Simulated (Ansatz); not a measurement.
## Fe$_{2}$O$_{3}$: single-point calculation (part 1 of 2)

System: Fe$_{2}$O$_{3}$ (R-3c, 10 atoms in the cell).
Method: DFT PBE+U, scalar-relativistic, plane waves, PAW, Ueff = 4 eV on Fe d, spin-polarised (Ansatz 0.2.0).

The structure derives from an entry of the Crystallography Open Database. Figures and captions count atoms from 1; the log counts them from 0 in places.

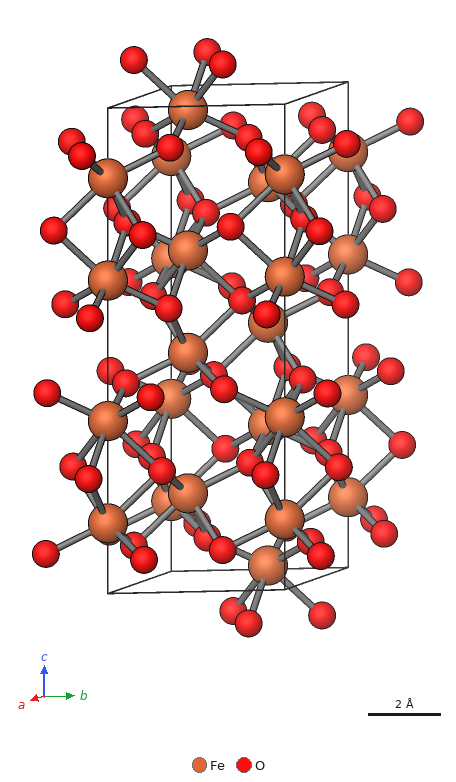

*The structure as given in the input (ball-and-stick view of the cell 3 times as large as that of the calculation, set on its symmetry axes, seen slightly off an axis; bonded neighbours outside the cell are drawn too).*

Near neighbours in the crystal (not all of them lie inside the picture): Fe has 6 O at 1.95 to 2.12 Å; O has 4 Fe at 1.95 to 2.12 Å.

Input:
```yaml
crystal:
  lattice:
    - [2.519, 1.4543453281, 4.5906666667]
    - [-2.519, 1.4543453281, 4.5906666667]
    - [0.0, -2.9086906562, 4.5906666667]
  atoms:
    - { symbol: Fe, position: [0.3553, 0.3553, 0.3553], spin: 5.0 }
    - { symbol: Fe, position: [0.1447, 0.1447, 0.1447], spin: 5.0 }
    - { symbol: Fe, position: [0.6447, 0.6447, 0.6447], spin: 5.0 }
    - { symbol: Fe, position: [0.8553, 0.8553, 0.8553], spin: 5.0 }
    - { symbol: O, position: [0.5559, 0.9441, 0.25] }
    - { symbol: O, position: [0.25, 0.5559, 0.9441] }
    - { symbol: O, position: [0.9441, 0.25, 0.5559] }
    - { symbol: O, position: [0.4441, 0.0559, 0.75] }
    - { symbol: O, position: [0.75, 0.4441, 0.0559] }
    - { symbol: O, position: [0.0559, 0.75, 0.4441] }
basis:
  ecutwfc: 420
  ecutrho_ratio: 4
kpoints:
  mp_grid: { grid: [4, 4, 4] }
hamiltonian:
  xc: pbe
  hubbard: { sites: [{ species: Fe, l: d, u_eff: 4.0 }] }
scf:
  occupations: { method: gaussian, width: 0.05 }
output:
  forces: true
  stress: true
  eigenvalues: true
  populations: true
  hubbard: { sites: [{ species: Fe, l: d }] }
magnetization:
  spin_polarized: true
```

Run on 8 threads of INTEL XEON PLATINUM @ 2.30GHz (Emerald Rapids), 24 GiB of memory available, shared host.

Run as:
```bash
ansatz run input.yaml --threads 8 --pin off --max-ram 22528MiB --backend cpu --events-out ev --progress --plain --runs-dir out
```

What the program printed:
```
Warning: where an SCF of this run starts from atoms to list the orders of its open shells, Fe (sites 0, 1, 2, 3, from 0) starts with 4.00 μB on its 3d shell, in the place of the 5.00 μB that the deck gives it: its open shells can hold no more by Hund's first rule. To start from spheres of the given moment, type scf.initial_density.shell_occupations: []
Fe: projections on atomic orbitals take those of the free atom [Ne] 3s2 3p6 3d6 4s2, of charge +0.00 (hamiltonian.pseudopotentials.projection_atoms); the dataset's partial waves leave at most 1.1e-6 of an orbital's norm unspanned inside its sphere
O: projections on atomic orbitals take those of the free atom [He] 2s2 2p4, of charge +0.00 (hamiltonian.pseudopotentials.projection_atoms); the dataset's partial waves leave at most 1.9e-8 of an orbital's norm unspanned inside its sphere
Engine: ansatz 0.2.0, x86_64-unknown-linux-gnu
Pseudopotentials: kind: paw
Pseudopotential: Fe, paw, valence charge 16, recommended cutoff 420 eV (normal), Fe.paw.azcp
Pseudopotential: O, paw, valence charge 6, recommended cutoff 420 eV (normal), O.paw.azcp
Functional definition: PBE
  parameter kappa = 0.804
  parameter beta = 0.06672455060314922
  exchange = pbe_x(kappa = kappa, mu = beta*pi^2/3)
  correlation = pbe_c(beta = beta)
Crystal: 10 atoms, lattice volume = 100.907 Å³
Basis set: ecut = 420 eV, 1947 PW (Γ), exchange–correlation on 80×80×80 points (8 copies of the dense FFT grid, shifted against one another)
Bands: 72, of which v1, the nominal top of the filled ones, is band 50 counted from 1 (49 counted from 0)
Symmetry: 12 space group operations
Space group: R-3c (ITA 167), of the structure as read, at distance tolerance 4.7e-5 Å
Magnetic group: BNS 167.103 (UNI 1333), of the structure as read, at distance tolerance 4.7e-5 Å
k-points: 13 of 64
Non-local potential: Fe, projectors of the file, l = 0: 3, l = 1: 2, l = 2: 3, l = 3: 1
Non-local potential: O, projectors of the file, l = 0: 2, l = 1: 2, l = 2: 1
PAW form: soft (Blöchl's): semilocal exchange-correlation on the pseudo side does not see the compensation charge
PAW one-centre angular grid: Fe, 590 points (default); XC on 64 Gauss nodes
PAW one-centre angular grid: O, 110 points (default); XC on 64 Gauss nodes
Initial density: superposition of atomic densities (chi_scale 0.1, normalization cell, long waves kept (reshape's long-wave potential 0.00 eV rms))
Starting moments: Σ|m| = 20 μB on 4 of 10 sites
Initial wavefunctions: pseudopotential atomic-orbital guess
Functional: x = pbe(κ = 0.804, μ = 0.2195149727645171), c = pbe(β = 0.06672455060314922)
iter 1 solved again at ethr=2.79e-3 eV; its pass at ethr=3.10e-3 eV (dr2=2.79e0 eV) is discarded
SCF iter   1: F=—  HF=-21313.648048 eV  |F-HF|=—  |Δ(HF+E_count)|=         —  Δρ=4.90e-2 (↑4.53e-2 ↓4.90e-2)  dr2=2.79e0  dr2_m=1.15e0  M=20.000 μB ∫|m|=20.000 μB  β_m=0.30  ethr=2.79e-3  ⟨swp⟩=1.0  Hψ=8365  notcnv=0
preconditioner: auto → Resta (q_TF=auto, 2.724 Å⁻¹)  ε∞=5.7  [insulator: Δε(μ)=0.242 eV  Ē_g=14.034 eV  σ=0.050 eV  W_gap=1.00  n_scr=32 (ndim 8)  ℏωp=30.5 eV  f_vac=0.000  D(μ)=0.00/eV (n_scr^D=0)  ε∞_Penn≈5.7]
spin=Collinear: Resta preconditioning applied to the charge; magnetization (m = ρ↑ − ρ↓) channel mixes plain (no charge-response kernel on spin).
SCF iter   2: F=—  HF=-21314.625756 eV  |F-HF|=—  |Δ(HF+E_count)|=   9.78e-1  Δρ=3.41e-2 (↑3.22e-2 ↓3.41e-2)  dr2=1.18e0  dr2_m=6.31e-1  M=20.000 μB ∫|m|=20.000 μB  β_m=0.30  ethr=2.79e-3  ⟨swp⟩=3.0  Hψ=3227  notcnv=0
SCF iter   3: F=—  HF=-21315.360198 eV  |F-HF|=—  |Δ(HF+E_count)|=   7.34e-1  Δρ=2.32e-2 (↑2.17e-2 ↓2.32e-2)  dr2=2.03e-1  dr2_m=3.66e-1  M=20.000 μB ∫|m|=20.000 μB  β_m=0.30  ethr=1.18e-3  ⟨swp⟩=2.0  Hψ=3320  notcnv=0  defer=88
SCF iter   4: F=—  HF=-21315.753587 eV  |F-HF|=—  |Δ(HF+E_count)|=   3.93e-1  Δρ=1.99e-2 (↑1.39e-2 ↓1.99e-2)  dr2=4.32e-2  dr2_m=2.56e-1  M=20.000 μB ∫|m|=20.000 μB  β_m=0.30  ethr=2.03e-4  ⟨swp⟩=2.9  Hψ=3420  notcnv=0  defer=122
SCF iter   5: F=—  HF=-21315.927461 eV  |F-HF|=—  |Δ(HF+E_count)|=   1.74e-1  Δρ=1.31e-2 (↑1.31e-2 ↓1.19e-2)  dr2=8.83e-3  dr2_m=1.42e-1  M=20.000 μB ∫|m|=20.000 μB  β_m=0.30  ethr=4.32e-5  ⟨swp⟩=2.4  Hψ=3097  notcnv=0  defer=155
SCF iter   6: F=—  HF=-21316.021217 eV  |F-HF|=—  |Δ(HF+E_count)|=   9.38e-2  Δρ=1.03e-2 (↑1.01e-2 ↓1.03e-2)  dr2=3.97e-3  dr2_m=9.53e-2  M=20.000 μB ∫|m|=20.000 μB  β_m=0.30  ethr=8.83e-6  ⟨swp⟩=2.0  Hψ=3347  notcnv=0  defer=155
SCF iter   7: F=—  HF=-21316.077828 eV  |F-HF|=—  |Δ(HF+E_count)|=   5.66e-2  Δρ=8.93e-3 (↑8.93e-3 ↓6.42e-3)  dr2=5.94e-3  dr2_m=5.38e-2  M=20.000 μB ∫|m|=20.000 μB  β_m=0.30  ethr=3.97e-6  ⟨swp⟩=2.0  Hψ=3432  notcnv=0  defer=191
SCF iter   8: F=—  HF=-21316.104494 eV  |F-HF|=—  |Δ(HF+E_count)|=   2.67e-2  Δρ=7.47e-3 (↑5.92e-3 ↓7.47e-3)  dr2=3.39e-3  dr2_m=4.12e-2  M=20.000 μB ∫|m|=20.000 μB  β_m=0.30  ethr=3.97e-6  ⟨swp⟩=2.0  Hψ=3273  notcnv=0  defer=202
Mixer restart at iter 8: flushing history
spin-set hold released at iteration 8 (site moments contracting): the magnetisation degrees of freedom join the quasi-Newton model from the next iteration; the mixer history was flushed
SCF iter   9: F=—  HF=-21316.121602 eV  |F-HF|=—  |Δ(HF+E_count)|=   1.71e-2  Δρ=5.70e-3 (↑4.80e-3 ↓5.70e-3)  dr2=1.74e-3  dr2_m=2.54e-2  M=20.000 μB ∫|m|=20.000 μB  β_m=0.65  ethr=3.39e-6  ⟨swp⟩=2.3  Hψ=2422  notcnv=0  defer=202
SCF iter  10: F=—  HF=-21316.145126 eV  |F-HF|=—  |Δ(HF+E_count)|=   2.35e-2  Δρ=1.15e-3 (↑2.88e-4 ↓1.15e-3)  dr2=1.30e-3  dr2_m=3.77e-4  M=20.000 μB ∫|m|=20.000 μB  β_m=0.72  ethr=1.74e-6  ⟨swp⟩=3.0  Hψ=3590  notcnv=0  defer=202
SCF iter  11: F=—  HF=-21316.145095 eV  |F-HF|=—  |Δ(HF+E_count)|=   3.04e-5  Δρ=5.99e-4 (↑3.60e-4 ↓5.99e-4)  dr2=5.09e-4  dr2_m=2.61e-5  M=20.000 μB ∫|m|=20.000 μB  β_m=0.67  ethr=1.30e-6  ⟨swp⟩=2.5  Hψ=2911  notcnv=0  defer=202
SCF iter  12: F=—  HF=-21316.145035 eV  |F-HF|=—  |Δ(HF+E_count)|=   5.99e-5  Δρ=2.64e-4 (↑1.43e-4 ↓2.64e-4)  dr2=9.40e-5  dr2_m=6.18e-6  M=20.000 μB ∫|m|=20.000 μB  β_m=0.83  ethr=5.09e-7  ⟨swp⟩=1.5  Hψ=2179  notcnv=0  defer=202
SCF iter  13: F=—  HF=-21316.145028 eV  |F-HF|=—  |Δ(HF+E_count)|=   7.56e-6  Δρ=7.01e-5 (↑4.34e-5 ↓7.01e-5)  dr2=7.20e-6  dr2_m=3.05e-7  M=20.000 μB ∫|m|=20.000 μB  β_m=0.76  ethr=9.40e-8  ⟨swp⟩=2.5  Hψ=2377  notcnv=0  defer=202
SCF iter  14: F=—  HF=-21316.145027 eV  |F-HF|=—  |Δ(HF+E_count)|=   1.11e-6  Δρ=1.13e-5 (↑7.31e-6 ↓1.13e-5)  dr2=3.13e-7  dr2_m=1.46e-8  M=20.000 μB ∫|m|=20.000 μB  β_m=0.84  ethr=7.20e-9  ⟨swp⟩=2.0  Hψ=2916  notcnv=0  defer=202
iter 15 met the thresholds in force, and the SCF goes on: an eigenvalue changes by 0.17 meV, over its tolerance of 0.06 meV (output.eigenvalues, Limitations)
SCF iter  15: F=-21316.145027 eV  HF=-21316.145027 eV  |F-HF|=8.11e-9  |Δ(HF+E_count)|=   8.22e-8  Δρ=2.63e-6 (↑1.98e-6 ↓2.63e-6)  dr2=2.66e-8  dr2_m=3.44e-10  M=20.000 μB ∫|m|=20.000 μB  β_m=0.92  ethr=1.00e-10  ⟨swp⟩=8.8  Hψ=7437  notcnv=0
SCF iter  16: F=-21316.145027 eV  HF=-21316.145027 eV  |F-HF|=6.18e-11  |Δ(HF+E_count)|=   1.85e-8  Δρ=1.12e-6 (↑5.84e-7 ↓1.12e-6)  dr2=2.08e-9  dr2_m=2.29e-10  M=20.000 μB ∫|m|=20.000 μB  ethr=2.66e-11  ⟨swp⟩=1.8  Hψ=4526  notcnv=0
SCF 1 converged in 16 iterations: F = -21316.145027 eV  dr2 = 2.08e-9
  greatest PAW one-centre occupation: 1.002 electrons in one spin orbital (limit 2), on the Fe atom at site 3 (counted from 0), in its partial waves of l = 1
```

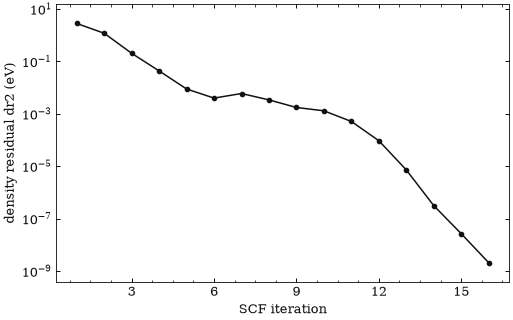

*Convergence of the self-consistent field: density residual dr2 against the SCF iteration.*

The residual falls almost steadily, with no more than small rises.

```
WARN: an SCF from antiferromagnetic starting moments (-5.00, 5.00, -5.00, 5.00, 0.00, 0.00, 0.00, 0.00, 0.00, 0.00 Bohr magnetons, atom by atom) was not made, by what the run has read of turns of its moments that order reads lower: the deck asks for what bars it, or types moments that do (magnetization.spin_polarized, in the input reference, names some of the keys), or the run goes by scf.lower_state_search: light, the default, which as a rule tries one only behind a close that has lost an order of both signs, or on which an open d or half-filled 4f shell of a PAW file has lost a moment that was set nearer to Hund's than to what is left; or, under a Hubbard U, one that names an f shell that the input leaves bare beside given moments, or a larger moment for a shell of low spin that is given one. standard, with a start from the atoms, tries one behind each close (in a relaxation, ahead of its steps or at their end). To set out from that order, type those moments (crystal.atoms[].spin; where shells were raised to Hund's moment, beside crystal.symmetry.detect: false) under scf.lower_state_search: light. The bands of the close that named these starting moments, or of the one ahead of a search that led to it (under cold or Methfessel-Paxton smearing those of the Gaussian ahead of it) read a cost of -1953.96 meV for the turn to them, carried on from a small turn (-1953.96 by the pairs of d shells alone)
SCF converged after 16 iterations
an eigenvalue changed by more than its tolerance at an iteration that met the thresholds in force, so the SCF went on 1 time: the last check found none over its tolerance
Magnetization: 20.0000 μB (60.0000 up, 40.0000 down)
Absolute magnetization: 20.0000 μB (∫|ρ↑−ρ↓|, with the PAW one-centre terms)
Spin contamination: 0.0125 ħ² per cell (⟨S²⟩ above its minimum at these occupations)
Per-site moments (μB) at R_I (Å): [(3.91122902826902, 0.802588261669246), (3.911229028269016, 0.8025882616692461), (3.9112290282690183, 0.8025882616692464), (3.911229028269017, 0.8025882616692465), (0.3968246541097246, 0.8025882616692465), (0.3968246541097254, 0.8025882616692465), (0.39682465410972523, 0.8025882616692464), (0.396824654109725, 0.802588261669246), (0.39682465410972484, 0.8025882616692461), (0.3968246541097259, 0.8025882616692461)]
Free energy (F): -21316.145027 eV
Harris-Foulkes:  -21316.145027 eV  (|F-HF|=6.18e-11)
Internal energy: -21316.145027 eV  (E = F + TS)
E sigma→0 (E₀):  -21316.145027 eV
Fermi energy:    11.799901 eV
--- Per-component energies (eV) ---
  E_band       = -1374.875244
  E_kinetic    = 2390.542639
  E_local      = -12089.997477  (includes V_loc(G=0)·N_el)
  E_nonlocal   = 1191.630816
  E_hartree    = 4861.448810
  E_xc         = -901.206928
  E_vxc        = -1154.718728  (∫ρ·V_xc dr)
  E_hubbard    = 5.170299  (on-site DFT+U / exact-exchange correction)
  E_vhub       = -35.925448  (the Hubbard potential's part of the band-sum identity)
  E_paw        = -6413.504449  (= ΣΔE_a)
  E_vpaw       = -1399.326333  (= ΣTr[D̂ρ^β])
  E_aug_tail   = 0.018904  (compensation charges beyond the density's cutoff)
  E_ewald      = -10360.247639
  E_smearing   = -0.000000  (= −TS)
  E_closure    = 0.000000  (closes the sum)
  Σ components = -21316.145027   (vs F -21316.145027, Δ=0.00e0)
```
